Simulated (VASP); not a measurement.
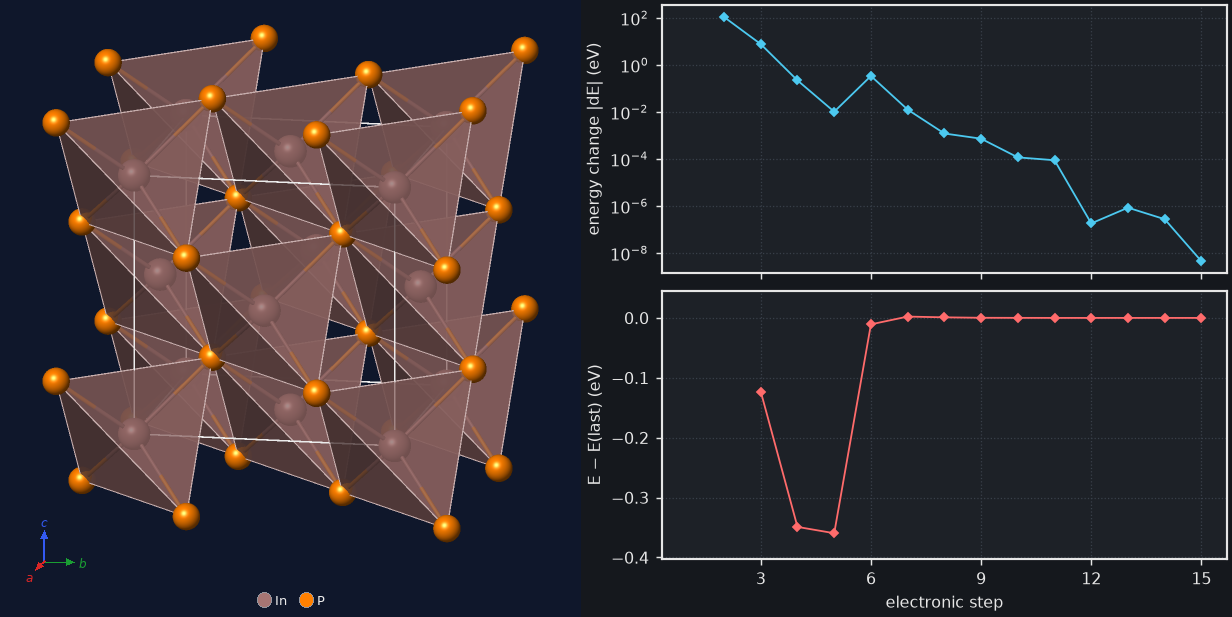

Beside the plot: the structure in its conventional cell.

The plot shows the electronic steps of a calculation: energy change |dE|, free energy less its last value. The first two energies lie far off the scale and aren't drawn.

InP (2 atoms in the cell), run with VASP.

INCAR
```
ENCUT = 520.000000
EDIFF = 1.00e-07
GGA = PE
PREC = Accurate
IBRION = -1
ISIF = 2
NBANDS = 16
NSW = 0
LASPH = .TRUE.
LCHARG = .FALSE.
LWAVE = .FALSE.
LREAL = .FALSE.
ISMEAR = -5
SIGMA = 0.3
NELM = 77
```

KPOINTS
```
KPOINTS created by Atomic Simulation Environment
0
Gamma
8 8 8
0 0 0
```

POSCAR
```
In P
 1.0000000000000000
     0.0000000000000000    3.1088614890000001    3.1088614890000001
     3.1088614890000001    0.0000000000000000    3.1088614890000001
     3.1088614890000001    3.1088614890000001    0.0000000000000000
 In  P
   1   1
Cartesian
  0.0000000000000000  0.0000000000000000  0.0000000000000000
  1.5544307445000001  1.5544307445000001  1.5544307445000001
```

> How did this run end?

The run converged; it took 15 steps. The energy change falls unevenly and jumps up by a factor of two or more twice on the way down, most sharply at step 6 (by a factor of about 30). The jump at step 6 comes where the charge density, held fixed for the first 5 steps, starts to be updated.

> What is the energy change at the start and at the end?

It starts near 100 and ends near 5 × 10⁻⁹ eV.
